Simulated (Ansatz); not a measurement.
## What a change does: geometry relaxation on Ge

System: Ge (Cmcm, 2 atoms in the cell).
Method of run A: Kohn-Sham DFT of a periodic cell, revPBE, all-electron LAPW, scalar-relativistic, no spin polarisation (Ansatz 0.2.0).

The structure derives from a Materials Project entry. Text and figures count atoms from 1; the logs count them from 0 in places.

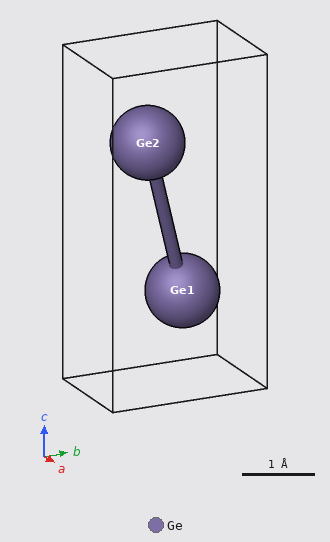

The input geometry (ball-and-stick view of the cell of the calculation, seen slightly off an axis; atoms are numbered from 1 in the order of the input). An atom can appear more than once, as a periodic image. Near neighbours in the periodic cell (some may lie outside the picture): Ge has 12 Ge at 2.92 to 2.99 Å.

## The input, run A
```yaml
crystal:
  lattice:
    - [1.488052925, -2.59468961, 0.0]
    - [1.488052925, 2.59468961, 0.0]
    - [0.0, 0.0, 4.72759579]
  atoms:
    - { symbol: Ge, position: [0.33344663, 0.66655337, 0.25] }
    - { symbol: Ge, position: [0.66655337, 0.33344663, 0.75] }
kpoints:
  mp_grid: { grid: [10, 10, 6] }
scf:
  occupations: { method: fermi_dirac, width: 0.05 }
hamiltonian:
  xc: revpbe
  pseudopotentials: { kind: all_electron, lapw: { basis_error: 0.001 } }
output:
  forces: true
  stress: true
relax:
  f_tol: 0.02
  max_steps: 60
  cell: {}
```

Launched with:
```bash
ansatz run input.yaml --threads 1 --pin off --max-ram 3072MiB --backend cpu --events-out ev --progress --plain --runs-dir out
```

Hardware: 1 thread of Arm Neoverse V2, 24 GiB of memory available, shared host.

## Output, shortened to warnings, some set-up lines, iterations and results (run A)
```
Basis set: ecut = 216.24402142174023 eV, 263 PW (Γ), exchange–correlation at level 2
Symmetry: 8 space group operations
k-points: 124 of 600
Initial density: superposition of atomic densities (chi_scale 0.1, normalization cell)
[...]
SCF iter   1: F=—  HF=-114240.088362 eV  |F-HF|=—  |Δ(HF+E_count)|=         —  Δρ=6.38e-3  dr2=8.75e-3  ethr=1.98e-5  ⟨swp⟩=3.4  Hψ=23281  notcnv=0
SCF iter   2: F=—  HF=-114240.066147 eV  |F-HF|=—  |Δ(HF+E_count)|=   2.22e-2  Δρ=3.73e-3  dr2=3.66e-3  ethr=1.98e-5  ⟨swp⟩=2.0  Hψ=10061  notcnv=0
SCF iter   3: F=—  HF=-114240.063402 eV  |F-HF|=—  |Δ(HF+E_count)|=   2.75e-3  Δρ=2.25e-3  dr2=1.57e-3  ethr=8.32e-6  ⟨swp⟩=2.0  Hψ=10051  notcnv=0
SCF iter   4: F=—  HF=-114240.062899 eV  |F-HF|=—  |Δ(HF+E_count)|=   5.03e-4  Δρ=1.06e-3  dr2=4.29e-4  ethr=3.56e-6  ⟨swp⟩=2.0  Hψ=10051  notcnv=0
SCF iter   5: F=—  HF=-114240.062994 eV  |F-HF|=—  |Δ(HF+E_count)|=   9.53e-5  Δρ=1.56e-4  dr2=8.26e-6  ethr=1.89e-8  ⟨swp⟩=2.1  Hψ=16898  notcnv=0
[... 30 lines ...]
relax step   5: F+E_penalty+E_count = -114240.11292296 eV  Δ(F+E_penalty+E_count) = -1.473e-5 eV  max|allowed force component| = 9.959e-4 eV/Å  Δτ_max = 0.0006 Å  P = +0.004 …
SCF iter   1: F=—  HF=-114240.112927 eV  |F-HF|=—  |Δ(HF+E_count)|=         —  Δρ=6.13e-6  dr2=1.49e-8  ethr=7.11e-11  ⟨swp⟩=7.0  Hψ=27378  notcnv=0  reapply=104
SCF iter   2: F=-114240.112928 eV  HF=-114240.112928 eV  |F-HF|=1.03e-8  |Δ(HF+E_count)|=   2.90e-7  Δρ=4.24e-6  dr2=8.24e-9  ethr=3.38e-11  ⟨swp⟩=2.0  Hψ=10066  notcnv=0
SCF 6 converged in 2 iterations: F = -114240.112928 eV  dr2 = 8.24e-9
relax step   6: F+E_penalty+E_count = -114240.11292764 eV  Δ(F+E_penalty+E_count) = -4.687e-6 eV  max|allowed force component| = 9.951e-4 eV/Å  Δτ_max = 0.0000 Å  P = +0.004 …
basis re-selected at this cell: Δ(F+E_penalty+E_count) = -4.687e-6 eV, ΔP = -0.000 GPa vs the last step (what re-selecting the basis moved, after the strain that the cell walked since its last selection, with what the two solves' SCF thresholds leave and, on support functions, any second-order …
SCF converged after 2 iterations
Free energy (F): -114240.112928 eV
Harris-Foulkes:  -114240.112928 eV  (|F-HF|=1.03e-8)
Internal energy: -114240.105277 eV  (E = F + TS)
E sigma→0 (E₀):  -114240.109102 eV
Entropy (-TS):   -0.007650 eV (-3.825 meV/atom)
Fermi energy:    12.190675 eV
--- Per-component energies (eV) ---
  E_band       = -1987.284350
  E_kinetic    = 116635.705233
  E_xc         = -4347.383973
  E_electrostatic = -226528.426537  (all electrons and nuclei)
  E_smearing   = -0.007650  (= −TS)
  E_closure    = 0.000000  (closes the sum)
  E_atoms      = -114232.341562  (free atoms, spherical and without spin; not in F)
  Σ components = -114240.112928   (vs F -114240.112928, Δ=0.00e0)
  Basis errors (estimates in eV, not in F): energy 2.0e-4 per atom: plane waves 2.0e-4 (1.1e-4 summed), levels above the bands 5.2e-50, relativity 7.8e-9, radial functions 2.0e-6, core shells 1.1e-12; eigenvalues (radial functions only) 6.9e-6; not estimated: angular momenta, meshes, grids; target …
--- Forces (eV/Å), atoms counted from 1 ---
  atom   1  Ge     0.00000000    -0.00099508     0.00000000
  atom   2  Ge     0.00000000     0.00099508     0.00000000
  max |Σ_I F_I| component: 0.00e0 eV/Å
--- Stress (GPa, compression-positive) ---
       -0.016511       0.000000       0.000000
        0.000000       0.036945       0.000000
        0.000000       0.000000      -0.007979
  P = ⅓ Tr σ = 0.0042 GPa (0.042 kbar)
--- Relaxed structure (5 steps of the walk, 5 accepted, 1 SCFs on fresh bases) ---
  F+E_penalty+E_count = -114240.11292764 eV   max|allowed force component| = 9.951e-4 eV/Å   (the final SCF, on the basis selected at the relaxed cell)
  cell:  # Å, volume = 39.2896 Å³
    - [1.5097705146075786, -2.646678206306951, 0.0]
    - [1.5097705146075786, 2.646678206306951, 0.0]
    - [0.0, 0.0, 4.916269938482282]
  atoms:
    - { symbol: Ge, position: [0.3336472357116552, 0.666352764288345, 0.25] }
    - { symbol: Ge, position: [0.666352764288345, 0.3336472357116552, 0.7500000000000001] }
```

Run B used a changed input.

## The two runs side by side

```tsv
quantity	run A	run B
outcome	converged	converged
free energy per atom (eV)	−57120.0565	−57120.7601
energy per atom, smearing taken to zero (eV)	−57120.0546	−57120.7588
pressure (GPa)	0.00	−0.01
volume per atom (Å³)	19.64	18.30
largest force (eV/Å)	0.001	0.000
SCF iterations	28	–
irreducible k-points	124	124
gap on the mesh (eV)	–	0.00
wall time (shared host)	74 s	5.6 min
```

Which change of the input explains these differences?

The change (lines with − go, lines with + come):
```diff
+  dispersion: d4
```

The total energies belong to different models, so their difference says nothing on which is more stable or more accurate. The volume per atom goes from 19.64 to 18.30 Å³. On the same kind of shared host run B took about 4.5 times as long.

## Output, shortened to warnings, some set-up lines, iterations and results (run B)
```
Basis set: ecut = 216.24402142174023 eV, 263 PW (Γ), exchange–correlation at level 2
Symmetry: 8 space group operations
k-points: 124 of 600
Initial density: superposition of atomic densities (chi_scale 0.1, normalization cell)
[...]
SCF iter   1: F=—  HF=-114241.397900 eV  |F-HF|=—  |Δ(HF+E_count)|=         —  Δρ=6.38e-3  dr2=8.75e-3  ethr=1.98e-5  ⟨swp⟩=3.4  Hψ=23281  notcnv=0
SCF iter   2: F=—  HF=-114241.375686 eV  |F-HF|=—  |Δ(HF+E_count)|=   2.22e-2  Δρ=3.73e-3  dr2=3.66e-3  ethr=1.98e-5  ⟨swp⟩=2.0  Hψ=10061  notcnv=0
SCF iter   3: F=—  HF=-114241.372941 eV  |F-HF|=—  |Δ(HF+E_count)|=   2.75e-3  Δρ=2.25e-3  dr2=1.57e-3  ethr=8.32e-6  ⟨swp⟩=2.0  Hψ=10051  notcnv=0
SCF iter   4: F=—  HF=-114241.372438 eV  |F-HF|=—  |Δ(HF+E_count)|=   5.03e-4  Δρ=1.06e-3  dr2=4.29e-4  ethr=3.56e-6  ⟨swp⟩=2.0  Hψ=10051  notcnv=0
SCF iter   5: F=—  HF=-114241.372533 eV  |F-HF|=—  |Δ(HF+E_count)|=   9.53e-5  Δρ=1.56e-4  dr2=8.26e-6  ethr=1.89e-8  ⟨swp⟩=2.1  Hψ=16898  notcnv=0
[... 146 lines ...]
relax step  17: F+E_penalty+E_count = -114241.52009322 eV  Δ(F+E_penalty+E_count) = -7.983e-6 eV  max|allowed force component| = 3.346e-4 eV/Å  Δτ_max = 0.0022 Å  P = -0.007 …
SCF iter   1: F=—  HF=-114241.520199 eV  |F-HF|=—  |Δ(HF+E_count)|=         —  Δρ=8.03e-6  dr2=2.95e-9  ethr=1.21e-11  ⟨swp⟩=6.2  Hψ=27294  notcnv=0  reapply=56
SCF iter   2: F=-114241.520200 eV  HF=-114241.520200 eV  |F-HF|=5.68e-8  |Δ(HF+E_count)|=   1.62e-7  Δρ=4.09e-6  dr2=7.83e-10  ethr=6.72e-12  ⟨swp⟩=3.0  Hψ=9852  notcnv=0
SCF 21 converged in 2 iterations: F = -114241.520200 eV  dr2 = 7.83e-10
relax step  18: F+E_penalty+E_count = -114241.52019970 eV  Δ(F+E_penalty+E_count) = -1.065e-4 eV  max|allowed force component| = 3.414e-4 eV/Å  Δτ_max = 0.0000 Å  P = -0.008 …
basis re-selected at this cell: Δ(F+E_penalty+E_count) = -1.065e-4 eV, ΔP = -0.001 GPa vs the last step (what re-selecting the basis moved, after the strain that the cell walked since its last selection, with what the two solves' SCF thresholds leave and, on support functions, any second-order …
SCF converged after 2 iterations
Free energy (F): -114241.520200 eV
Harris-Foulkes:  -114241.520200 eV  (|F-HF|=5.68e-8)
Internal energy: -114241.515199 eV  (E = F + TS)
E sigma→0 (E₀):  -114241.517699 eV
Entropy (-TS):   -0.005001 eV (-2.500 meV/atom)
Fermi energy:    13.257611 eV
--- Per-component energies (eV) ---
  E_band       = -1941.723617
  E_kinetic    = 116639.198290
  E_xc         = -4349.065418
  E_electrostatic = -226530.325755  (all electrons and nuclei)
  E_disp       = -1.322316  (pairwise vdW)
  E_smearing   = -0.005001  (= −TS)
  E_closure    = 0.000000  (closes the sum)
  E_atoms      = -114232.341562  (free atoms, spherical and without spin; not in F)
  Σ components = -114241.520200   (vs F -114241.520200, Δ=0.00e0)
  Basis errors (estimates in eV, not in F): energy 3.6e-4 per atom: plane waves 3.4e-4 (1.9e-4 summed), levels above the bands 8.1e-73, relativity 7.0e-8, radial functions 2.8e-5, core shells 7.7e-11; eigenvalues (radial functions only) 2.9e-6; not estimated: angular momenta, meshes, grids; target …
--- Forces (eV/Å), atoms counted from 1 ---
  atom   1  Ge     0.00000000    -0.00034138     0.00000000
  atom   2  Ge     0.00000000     0.00034138     0.00000000
  max |Σ_I F_I| component: 5.42e-20 eV/Å
--- Stress (GPa, compression-positive) ---
       -0.000709       0.000000       0.000000
        0.000000      -0.010915       0.000000
        0.000000       0.000000      -0.012650
  P = ⅓ Tr σ = -0.0081 GPa (-0.081 kbar)
--- Relaxed structure (17 steps of the walk, 15 accepted, 1 SCFs on fresh bases) ---
  F+E_penalty+E_count = -114241.52019970 eV   max|allowed force component| = 3.414e-4 eV/Å   (the final SCF, on the basis selected at the relaxed cell)
  cell:  # Å, volume = 36.6061 Å³
    - [1.4232092275744777, -2.4654728265657773, 0.0]
    - [1.4232092275744777, 2.4654728265657773, 0.0]
[...]
```
